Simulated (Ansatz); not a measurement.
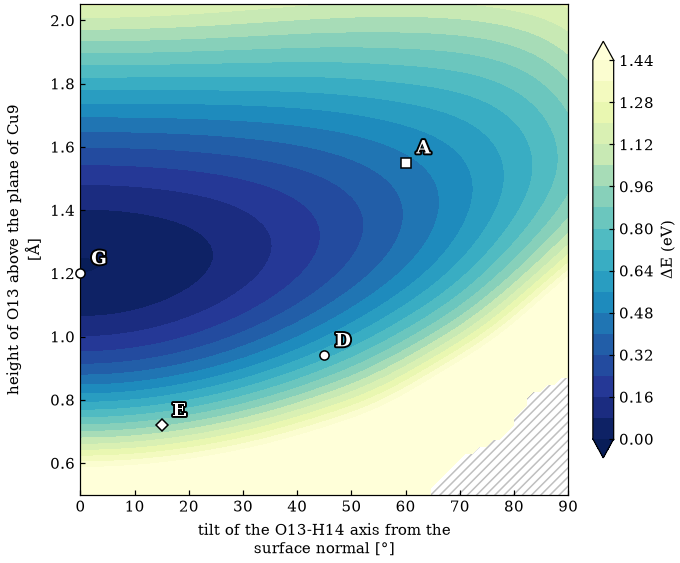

OH on a Cu(100) slab cut from the Fm-3m phase, its upper half relaxed before the scan (12 atoms of substrate and one adsorbate in a 2 × 2 cell). OH stands on one site of a rigid substrate while its tilt and height are varied at a fixed bond length; it sits over a hollow of the top layer over the deeper atom Cu5, heights counted from the top plane, tilted towards the diagonal of the 1 × 1 surface cell. Coordinates scanned: (1) tilt of the O13-H14 axis from the surface normal; (2) height of O13 above the plane of Cu9. Grid: 7 × 6 points. At 3 points there is no value (left out of the scan, as a rule where atoms come close). Points are written as (first, second). All energies are given in eV relative to the lowest grid point. Theory: DFT PBE, scalar-relativistic, plane waves, PAW in Ansatz 0.2.0. Settings: cutoff 420 eV, k-mesh 5×5×1, gaussian smearing 0.1 eV, spin-polarised.

The picture shows filled contours, one colour for all values above the top of the scale, hatched blanks where no value was computed, lettered points. Between grid points the surface is interpolated.

Question: Is A the lowest point of the computed grid?

Answer: No. A lies 0.46 eV above the lowest grid point, which is at (0°, 1.20 Å).

Question: What kind of point is each of D, E: minimum, saddle, maximum or slope?

Answer: D: on a slope; E: on a slope. (In these two coordinates alone; a stationary point may lie a little off the grid point.)

PAW datasets: the set soft_1.
